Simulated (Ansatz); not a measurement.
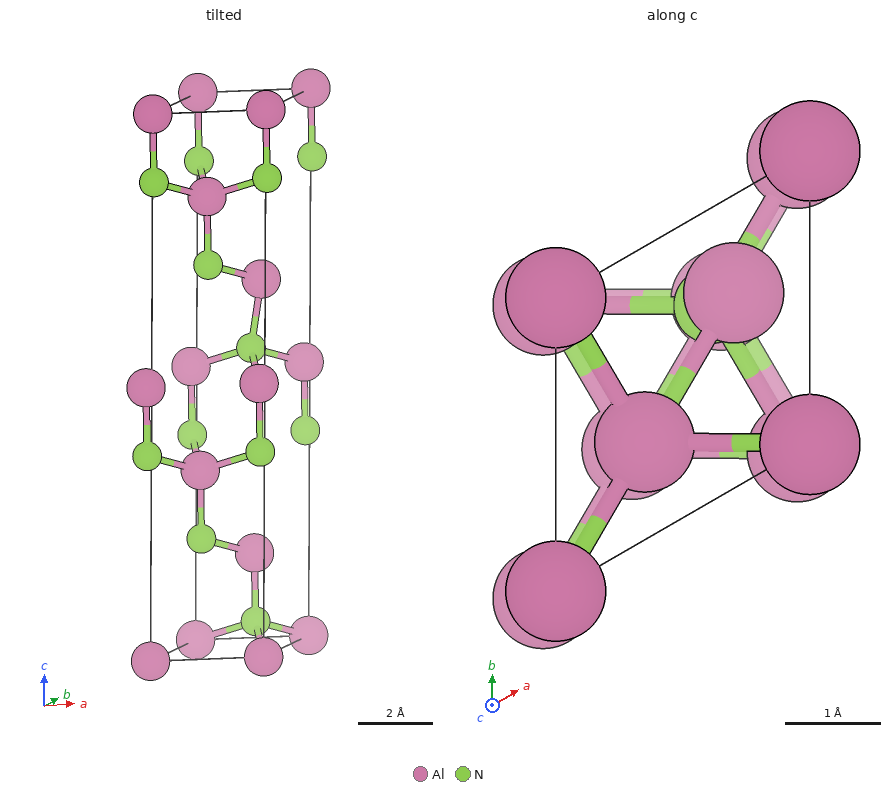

Structure drawing (ball-and-stick), viewed slightly off an axis and along the c axis. The unit cell is drawn as a box. Cell: a = 3.090 Å, b = 3.090 Å, c = 15.141 Å, α = 89.42°, β = 88.83°, γ = 60.00°.

Describe the crystal.

- The compound is AlN.
- Apart from translations it has no symmetry (space group P1).
- It is a distorted form of a face-centred cubic structure, space group F-43m (No. 216) within 0.45 Å: zinc blende (sphalerite type).
- The cell comprises 6 formula units: 6 Al, 6 N.
- Al sits among four N in a distorted tetrahedral arrangement at about 1.9 Å. N is coordinated by four Al in a distorted tetrahedral arrangement at about 1.9 Å.
- The bonds build a three-dimensional framework.

Provenance: a structure listed in the Materials Project. The cell was then strained or its atoms displaced on purpose. An electronic-structure calculation with Ansatz was run on it.

At this level of theory the run's own cell isn't at rest (forces up to 0.6 eV/Å), so its distances can differ from those at equilibrium, the more so the softer the solid.
